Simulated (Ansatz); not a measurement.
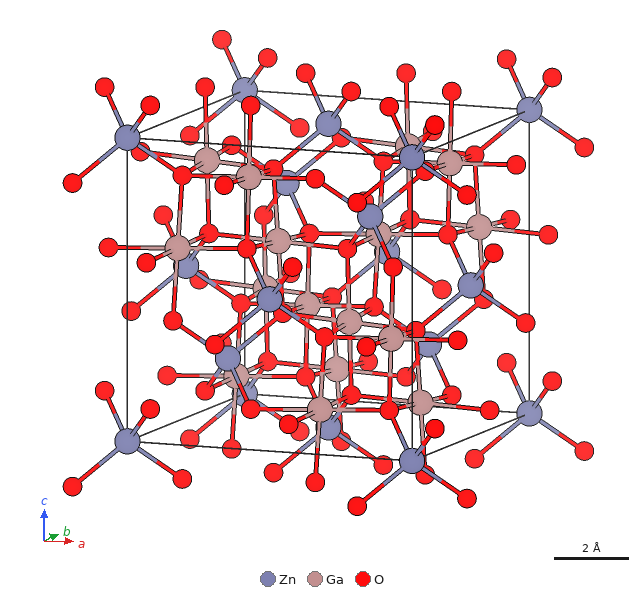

A ball-and-stick rendering, viewed slightly off an axis. The lines enclose the conventional unit cell; boundary atoms appear with their images. A few atoms beyond the faces are included.

ZnGa$_{2}$O$_{4}$, spinel, space group Fd-3m (No. 227), a = 8.328 Å, b = 8.328 Å, c = 8.328 Å, α = 90.00°, β = 90.00°, γ = 90.00°. Provenance: a structure listed in the Materials Project. Earlier steps of the study may have refined or changed the cell and positions. It was run through Ansatz as a DFT input.

This one geometry was computed with Ansatz (DFT, plane waves, PAW) at five levels of theory: PBE, PBE with spin-orbit coupling, PBE0, HSE06 and r2SCAN. It was relaxed beforehand with r2SCAN.

> Which level gives the highest pressure at this volume, and what does that say about its equilibrium volume?

Highest: PBE (8.3 GPa) and PBE with spin-orbit coupling (8.3 GPa), which points to the largest equilibrium volume. Lowest, with the smallest volume: PBE0 (0.2 GPa), HSE06 (0.4 GPa) and r2SCAN (0.0 GPa). Levels within 0.5 GPa of each other can't be told apart.

> How does the band gap change with the level of theory?

PBE with spin-orbit coupling: a gap of 2.63 eV, indirect; PBE: a gap of 2.63 eV, indirect; r2SCAN: a gap of 3.24 eV, indirect; HSE06: a gap of 4.40 eV, indirect; PBE0: a gap of 5.11 eV, indirect.

> Collect the results in a table.

| level | cutoff (eV) | k-mesh of the run's cell | gap (eV) | pressure (GPa) |
| --- | --- | --- | --- | --- |
| PBE | 420 | 6×6×6 | 2.63 | 8.3 |
| PBE with spin-orbit coupling | 420 | 6×6×6 | 2.63 | 8.3 |
| PBE0 | 420 | 4×4×4 | 5.11 | 0.2 |
| HSE06 | 420 | 4×4×4 | 4.40 | 0.4 |
| r2SCAN | 500 | 6×6×6 | 3.24 | 0.0 |

Gaps are taken on the k-mesh or band path of each run.
